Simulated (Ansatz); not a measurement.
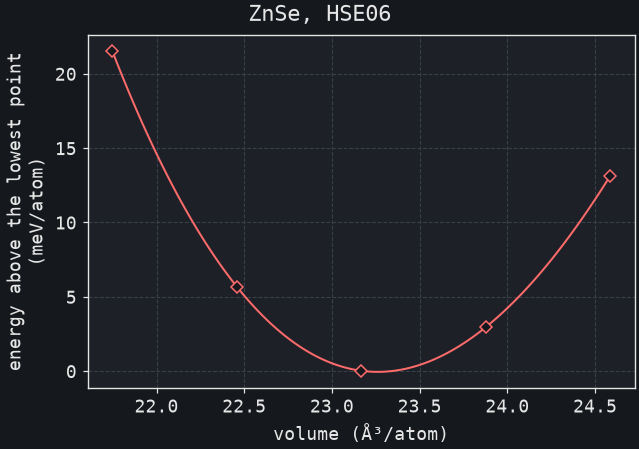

The picture above shows the energy above the lowest point against volume for ZnSe, space group F-43m (No. 216) (one of a set of cubic test structures, which need not be the stable phase).

Computed with Ansatz 0.2.0 development build: equation of state of a cubic crystal from periodic Kohn-Sham density functional theory without spin, third-order Birch-Murnaghan fit to the free energies; pressure corrected for the finite basis. Level: HSE06.

structure type zinc blende; atoms in cell 2; space group number 216; lattice centring face-centred primitive; k mesh 4×4×4; occupation method Fermi–Dirac; occupation width 0.05 eV; wave cutoff 420 eV; datasets soft-1 PAW; density tolerance 0 eV; bands 18; density cutoff ratio 4; search for lower states default; exchange singularity regularized.

From this curve and the settings, what does the calculation give for the pressure at the same points?

The pressure falls from 4.830 GPa at volume 21.75 Å³/atom to −3.036 GPa at 24.59 Å³/atom, and changes sign near 23.27 Å³/atom.

| volume (Å³/atom) | pressure (GPa) |
| --- | --- |
| 21.75 | 4.830 |
| 22.46 | 2.357 |
| 23.17 | 0.260 |
| 23.88 | −1.525 |
| 24.59 | −3.036 |

Caveats: modest k-mesh, values are not fully converged in k.
